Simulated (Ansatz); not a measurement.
CoO: band-structure calculation

System: CoO (I4/mmm, 2 atoms in the cell).
Method: DFT, PBE, all-electron LAPW, scalar-relativistic, spin-polarised (Ansatz 0.2.0).

The structure derives from an entry of the Crystallography Open Database. It belongs to a series of runs on one base structure; here: equal xx and yy strain of +3 %. Figures and captions count atoms from 1; the log counts them from 0 in places.

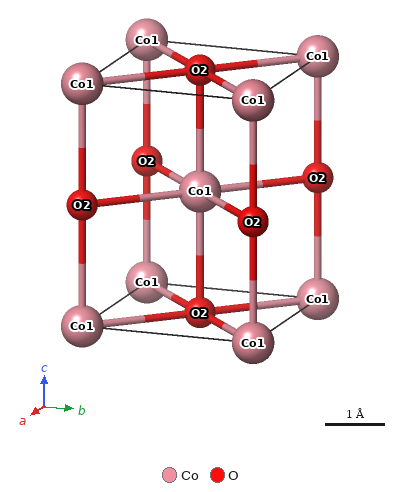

Figure 1. The input geometry (ball-and-stick view of the cell 2 times as large as that of the calculation, set on its symmetry axes, seen slightly off an axis; atoms are numbered from 1 in the order of the input). Near neighbours in the crystal (not all of them lie inside the picture): Co has 6 O at 2.13 to 2.20 Å; O has 6 Co at 2.13 to 2.20 Å.

**The input**
```yaml
crystal:
  lattice:
    - [0.0, 2.195445, 2.1315]
    - [2.195445, 0.0, 2.1315]
    - [2.195445, 2.195445, 0.0]
  atoms:
    - { symbol: Co, position: [0.0, 0.0, 0.0], spin: 2.0 }
    - { symbol: O, position: [0.5, 0.5, 0.5] }
magnetization:
  spin_polarized: true
kpoints:
  mp_grid: { grid: [16, 16, 16] }
  band_path:
    path:
      - [0.0, 0.0, 0.0]
      - [0.0, 0.5, 0.5]
      - [0.25, 0.75, 0.5]
      - [0.0, 0.5, 0.0]
      - [0.0, 0.0, 0.0]
      - [0.5, 0.5, 0.0]
      - [0.3826125, 0.6173875, 0.0]
      - [-0.3826125, 0.3826125, 0.0]
      - [0.0, 0.0, 0.0]
    npoints: 5
scf:
  occupations: { method: fermi_dirac, width: 0.05 }
hamiltonian:
  xc: pbe
  pseudopotentials: { kind: all_electron, lapw: { basis_error: 0.0005 } }
output:
  forces: true
  stress: true
  eigenvalues: true
```

Machine: 1 thread of Intel Xeon (Sapphire Rapids), 64 GiB of memory available, shared host.

Run as:
```bash
ansatz run input.yaml --threads 1 --pin off --max-ram 3072MiB --backend cpu --events-out ev --progress --plain --runs-dir out
```

**What the program printed**
```
LAPW: plane waves up to 10.094 Å⁻¹, error target 5.0e-4 eV per atom; small_component_spin mean_spin; O in spheres of 0.969 Å, 8 of its electrons in bands, Dirac shells []; Co in spheres of 1.163 Å, 17 of its electrons in bands, Dirac shells [] (how accurate: hamiltonian.pseudopotentials.lapw.basis_error, Limitations)
Engine: ansatz 0.2.0, x86_64-unknown-linux-gnu
Pseudopotentials: kind: all_electron
Pseudopotential: Co, LAPW, valence charge 17, lapw/all_electron/scalar/gaussian/Co, Koelling and Harmon's equation, gaussian nucleus
Pseudopotential: O, LAPW, valence charge 8, lapw/all_electron/scalar/gaussian/O, Koelling and Harmon's equation, gaussian nucleus
Functional definition: PBE
  parameter kappa = 0.804
  parameter beta = 0.06672455060314922
  exchange = pbe_x(kappa = kappa, mu = beta*pi^2/3)
  correlation = pbe_c(beta = beta)
Crystal: 2 atoms, lattice volume = 20.548 Å³
Basis set: ecut = 388.18031309063105 eV, 339 PW (Γ), exchange–correlation at level 2
Bands: 18, of which v1, the nominal top of the filled ones, is band 13 counted from 1 (12 counted from 0)
Symmetry: 16 space group operations
Space group: I4/mmm (ITA 139), of the structure as read, at distance tolerance 2.7e-5 Å
Magnetic group: BNS 139.531 (UNI 1191), of the structure as read, at distance tolerance 2.7e-5 Å
k-points: 349 of 4096
Non-local potential: Co, projectors of the file, none
Non-local potential: O, projectors of the file, none
Initial density: superposition of atomic densities (chi_scale 0.1, normalization cell, long waves kept (reshape's long-wave potential 0.00 eV rms))
Starting moments: Σ|m| = 2 μB on 1 of 2 sites
Initial wavefunctions: plane waves of lowest kinetic energy (no species holds an atomic orbital)
Functional: x = pbe(κ = 0.804, μ = 0.2195149727645171), c = pbe(β = 0.06672455060314922)
iter 1 solved again at ethr=7.16e-3 eV; its pass at ethr=1.00e-1 eV (dr2=1.79e0 eV) is discarded
SCF iter   1: F=—  HF=-39965.303859 eV  |F-HF|=—  |Δ(HF+E_count)|=         —  Δρ=6.08e-2 (↑5.52e-2 ↓6.08e-2)  dr2=1.79e0  dr2_m=2.76e-1  M=3.000 μB ∫|m|=3.002 μB  β_m=0.30  ethr=7.16e-3  ⟨swp⟩=2.0  Hψ=81797  notcnv=0
Mixer restart at iter 1: flushing history
preconditioner: auto → none  [metal: Δε(μ)=0.001 eV  Ē_g=13.590 eV  σ=0.050 eV  W_gap=0.00  n_scr=8 (ndim 8)  ℏωp=31.7 eV  f_vac=0.000  D(μ)=4.65/eV (n_scr^D=88)  sad-step TF]
SCF iter   2: F=—  HF=-39964.469696 eV  |F-HF|=—  |Δ(HF+E_count)|=   8.34e-1  Δρ=3.35e-2 (↑3.35e-2 ↓2.99e-2)  dr2=3.76e-1  dr2_m=1.19e-1  M=2.999 μB ∫|m|=3.001 μB  β_m=0.46  ethr=7.15e-3  ⟨swp⟩=2.0  Hψ=36994  notcnv=0
SCF iter   3: F=—  HF=-39964.526636 eV  |F-HF|=—  |Δ(HF+E_count)|=   5.69e-2  Δρ=2.04e-2 (↑1.80e-2 ↓2.04e-2)  dr2=2.91e-1  dr2_m=1.73e-2  M=3.000 μB ∫|m|=3.008 μB  β_m=0.47  ethr=1.50e-3  ⟨swp⟩=2.0  Hψ=37692  notcnv=0
iter 4 solved again at ethr=1.62e-5 eV; its pass at ethr=1.16e-3 eV (dr2=4.06e-3 eV) is discarded
SCF iter   4: F=—  HF=-39964.457995 eV  |F-HF|=—  |Δ(HF+E_count)|=         —  Δρ=5.09e-3 (↑3.88e-3 ↓5.09e-3)  dr2=4.06e-3  dr2_m=2.38e-3  M=2.975 μB ∫|m|=2.987 μB  β_m=0.47  ethr=1.62e-5  ⟨swp⟩=2.0  Hψ=61488  notcnv=0
Mixer restart at iter 4: flushing history
the basis was enlarged: its passes take 2.2 MiB over the memory plan, 2 of 2 planned eigensolver slots
SCF iter   5: F=—  HF=-39964.464565 eV  |F-HF|=—  |Δ(HF+E_count)|=   6.57e-3  Δρ=3.62e-3 (↑3.62e-3 ↓2.63e-3)  dr2=9.79e-3  dr2_m=2.08e-4  M=2.993 μB ∫|m|=3.007 μB  β_m=0.43  ethr=1.62e-5  ⟨swp⟩=3.0  Hψ=41376  notcnv=0
SCF iter   6: F=—  HF=-39964.458258 eV  |F-HF|=—  |Δ(HF+E_count)|=   6.31e-3  Δρ=1.77e-3 (↑1.77e-3 ↓1.45e-3)  dr2=4.89e-4  dr2_m=3.43e-4  M=2.985 μB ∫|m|=2.999 μB  β_m=0.59  ethr=1.62e-5  ⟨swp⟩=2.8  Hψ=35474  notcnv=0
SCF iter   7: F=—  HF=-39964.460483 eV  |F-HF|=—  |Δ(HF+E_count)|=   2.22e-3  Δρ=6.43e-4 (↑6.43e-4 ↓5.75e-4)  dr2=9.54e-5  dr2_m=4.37e-5  M=2.986 μB ∫|m|=3.001 μB  β_m=0.80  ethr=1.95e-6  ⟨swp⟩=2.5  Hψ=35087  notcnv=0
SCF iter   8: F=—  HF=-39964.461418 eV  |F-HF|=—  |Δ(HF+E_count)|=   9.35e-4  Δρ=4.36e-4 (↑2.08e-4 ↓4.36e-4)  dr2=4.65e-5  dr2_m=6.20e-6  M=2.986 μB ∫|m|=3.002 μB  β_m=0.75  ethr=3.82e-7  ⟨swp⟩=3.0  Hψ=38225  notcnv=0
SCF iter   9: F=—  HF=-39964.461778 eV  |F-HF|=—  |Δ(HF+E_count)|=   3.60e-4  Δρ=2.55e-4 (↑9.42e-5 ↓2.55e-4)  dr2=1.42e-5  dr2_m=3.31e-6  M=2.987 μB ∫|m|=3.003 μB  β_m=0.84  ethr=1.86e-7  ⟨swp⟩=3.0  Hψ=39639  notcnv=0
SCF iter  10: F=—  HF=-39964.461916 eV  |F-HF|=—  |Δ(HF+E_count)|=   1.39e-4  Δρ=1.04e-4 (↑8.32e-6 ↓1.04e-4)  dr2=1.73e-6  dr2_m=5.33e-7  M=2.987 μB ∫|m|=3.003 μB  β_m=0.90  ethr=5.67e-8  ⟨swp⟩=3.0  Hψ=39636  notcnv=0
SCF iter  11: F=—  HF=-39964.461943 eV  |F-HF|=—  |Δ(HF+E_count)|=   2.70e-5  Δρ=1.04e-5 (↑1.04e-5 ↓1.02e-5)  dr2=8.55e-9  dr2_m=1.78e-8  M=2.988 μB ∫|m|=3.004 μB  β_m=0.95  ethr=6.93e-9  ⟨swp⟩=3.0  Hψ=41202  notcnv=0
SCF iter  12: F=—  HF=-39964.461943 eV  |F-HF|=—  |Δ(HF+E_count)|=   7.12e-8  Δρ=6.70e-6 (↑3.59e-6 ↓6.70e-6)  dr2=1.03e-8  dr2_m=2.40e-9  M=2.988 μB ∫|m|=3.004 μB  β_m=0.95  ethr=3.42e-11  ⟨swp⟩=3.0  Hψ=39659  notcnv=0
SCF iter  13: F=—  HF=-39964.461943 eV  |F-HF|=—  |Δ(HF+E_count)|=   1.10e-7  Δρ=6.96e-7 (↑3.20e-7 ↓6.96e-7)  dr2=6.66e-11  dr2_m=2.90e-11  M=2.988 μB ∫|m|=3.004 μB  β_m=0.87  ethr=3.42e-11  ⟨swp⟩=3.0  Hψ=41086  notcnv=0
SCF iter  14: F=-39964.461943 eV  HF=-39964.461943 eV  |F-HF|=6.55e-11  |Δ(HF+E_count)|=  5.02e-10  Δρ=2.46e-7 (↑5.54e-8 ↓2.46e-7)  dr2=1.94e-11  dr2_m=1.89e-12  M=2.988 μB ∫|m|=3.004 μB  ethr=5.81e-12 (applied; sched 1.00e-12)  ⟨swp⟩=2.7  Hψ=34852  notcnv=0
SCF 1 converged in 14 iterations: F = -39964.461943 eV  dr2 = 1.94e-11
NSCF: frozen V_eff on 41 k-points
Symmetry: 8 space group operations
k-points: 621 of 4096
Initial density: read from a saved state, or passed on in memory by an earlier SCF of this step, an earlier step, the calling program or the single point that the run made first
Starting moments: Σ|m| = 2 μB on 1 of 2 sites; this step starts from the density that it was given
Initial wavefunctions: those read from a saved state, or passed on in memory by an earlier step or the calling program
iter 1 solved again at ethr=1.00e-12 eV; its pass at ethr=4.00e-6 eV (dr2=2.00e-11 eV) is discarded
SCF iter   1: F=—  HF=-39964.461943 eV  |F-HF|=—  |Δ(HF+E_count)|=         —  Δρ=2.47e-7 (↑5.69e-8 ↓2.47e-7)  dr2=2.00e-11  dr2_m=1.91e-12  M=2.988 μB ∫|m|=3.004 μB  ethr=5.48e-12 (applied; sched 1.00e-12)  ⟨swp⟩=3.8  Hψ=110497  notcnv=0
the basis was enlarged: its passes take 2.2 MiB over the memory plan, 2 of 2 planned eigensolver slots
preconditioner: auto → none  [metal: Δε(μ)=0.001 eV  Ē_g=13.215 eV  σ=0.050 eV  W_gap=0.00  n_scr=8 (ndim 8)  ℏωp=31.7 eV  f_vac=0.000  D(μ)=3.95/eV (n_scr^D=64)]
SCF iter   2: F=-39964.461943 eV  HF=-39964.461943 eV  |F-HF|=1.75e-9  |Δ(HF+E_count)|=  2.98e-10  Δρ=1.03e-6 (↑4.05e-7 ↓1.03e-6)  dr2=4.71e-10  dr2_m=2.51e-11  M=2.988 μB ∫|m|=3.004 μB  ethr=5.48e-12 (applied; sched 1.00e-12)  ⟨swp⟩=2.0  Hψ=60890  notcnv=0
SCF 2 converged in 2 iterations: F = -39964.461943 eV  dr2 = 4.71e-10
SCF converged after 14 iterations
Magnetization: 2.9877 μB (13.9938 up, 11.0062 down)
Absolute magnetization: 3.0036 μB (∫|ρ↑−ρ↓|)
Spin contamination: 0.0066 ħ² per cell (⟨S²⟩ above its minimum at these occupations)
Per-site moments (μB) at R_I (Å): [(2.633125550274565, 1.1628299639588595), (0.3299185800317237, 0.9686700042793153)]
Free energy (F): -39964.461943 eV
Harris-Foulkes:  -39964.461943 eV  (|F-HF|=6.55e-11)
Internal energy: -39964.429728 eV  (E = F + TS)
E sigma→0 (E₀):  -39964.445836 eV
Entropy (-TS):   -0.032215 eV (-16.108 meV/atom)
Fermi energy:    12.931187 eV
--- Per-component energies (eV) ---
  E_band       = -1310.853225
  E_kinetic    = 40521.116135
  E_xc         = -1856.666994
  E_electrostatic = -78628.878868  (all electrons and nuclei)
  E_smearing   = -0.032215  (= −TS)
  E_closure    = 0.000000  (closes the sum)
  E_atoms      = -39950.192766  (free atoms, spherical and without spin; not in F)
  Σ components = -39964.461943   (vs F -39964.461943, Δ=0.00e0)
  Basis errors (estimates in eV, not in F): energy 2.1e-4 per atom: plane waves 1.8e-4 (9.9e-5 summed), levels above the bands 6.2e-130, relativity 9.1e-9, radial functions 3.1e-5, core shells 7.7e-9; eigenvalues (radial functions only) 9.0e-6; not estimated: angular momenta, meshes, grids; target (lapw.basis_error) 5.0e-4; muffin-tin radii O 0.969 Å, Co 1.163 Å
--- Forces (eV/Å), atoms counted from 1 ---
  atom   1  Co     0.00000000     0.00000000     0.00000000
  atom   2  O      0.00000000     0.00000000     0.00000000
  max |Σ_I F_I| component: 1.42e-29 eV/Å
--- Stress (GPa, compression-positive) ---
       -9.828246       0.000000       0.000000
        0.000000      -9.828246      -0.000000
        0.000000      -0.000000     -11.869000
  P = ⅓ Tr σ = -10.5085 GPa (-105.085 kbar)
--- Band table (eV; the first three rows and the last of 698) ---
  k-point 0 ↑: bands = ["-493.6160", "-83.9681", "-47.4699", "-47.0971", "-47.0971", "-6.7746", "9.6104", "9.6965", "9.7723", "9.7723", "9.9318", "10.0538", "10.0538", "10.2488", "13.5663", "29.4895", "30.4298", "30.4298"]
  k-point 1 ↑: bands = ["-493.6160", "-83.9680", "-47.4704", "-47.0978", "-47.0972", "-6.7382", "9.2323", "9.3300", "9.4309", "9.7866", "10.0025", "10.2460", "10.4420", "10.4708", "13.8666", "28.4379", "30.2397", "30.4395"]
  k-point 2 ↑: bands = ["-493.6160", "-83.9678", "-47.4718", "-47.0998", "-47.0978", "-6.6328", "8.6786", "8.7691", "8.8520", "9.8571", "10.0554", "10.4030", "10.9532", "10.9600", "14.5746", "26.8989", "29.5990", "29.9885"]
  k-point 348 ↓: bands = ["-493.3406", "-80.8410", "-44.2816", "-44.1470", "-44.1470", "-5.0319", "6.9974", "9.3508", "9.3508", "10.8829", "13.0933", "13.0933", "13.7200", "13.8105", "19.2046", "23.0127", "24.6510", "28.3523"]
```

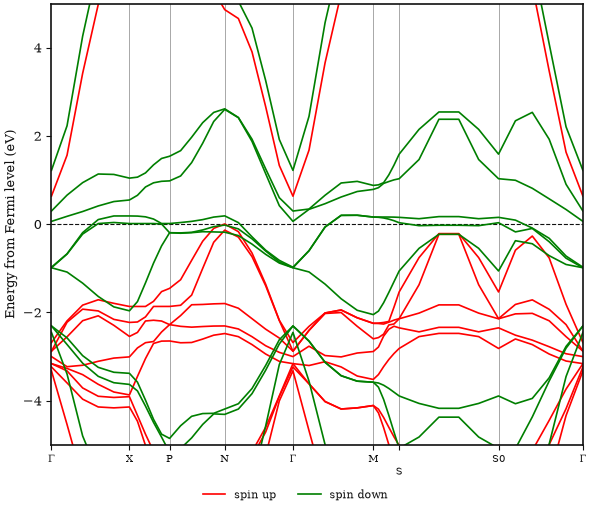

Figure 2. Band structure along Γ–X–P–N–Γ–M–S–S0–Γ, with energies from the Fermi level. One spin channel is metallic and the other has a gap: a half-metal.

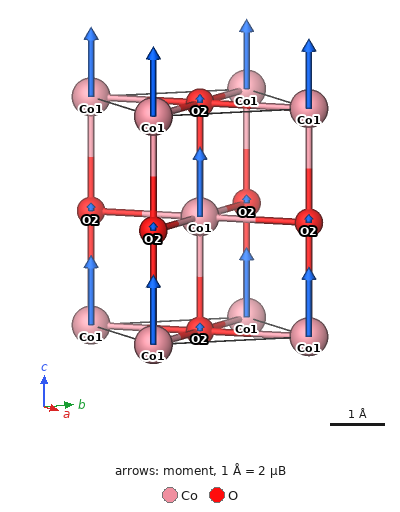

Figure 3. Magnetic moments of the sites as blue arrows (ball-and-stick view of the cell 2 times as large as that of the calculation, set on its symmetry axes, seen slightly off an axis; atoms are numbered from 1 in the order of the input); small moments hardly show. The run is collinear, so the axis drawn is arbitrary. Site moments: Co1 (2.63 μB); O2 (0.33 μB). They are counted near the atoms and needn't add up to the moment of the cell.

**Summary**

| quantity | value |
| --- | --- |
| outcome | converged |
| space group (tolerance 0.01 Å) | I4/mmm (139) |
| electrons in bands (core shells apart) | 25 |
| free energy | −39964.4619 eV |
| Fermi energy | 12.931 eV |
| net moment of the cell | 2.99 μB |
| integrated absolute moment | 3.00 μB |
| pressure | −10.51 GPa |
| electronic character | half-metal |
| largest force (length of the vector) | under 0.001 eV/Å |
| wall time | 2.9 min |
| peak memory | 1.9 GiB |

**Remarks**

Notes on the run: the search outside the symmetry group is no proof of a minimum. The cell is under a tension of 10.5 GPa at this level, so it is not at its equilibrium volume.
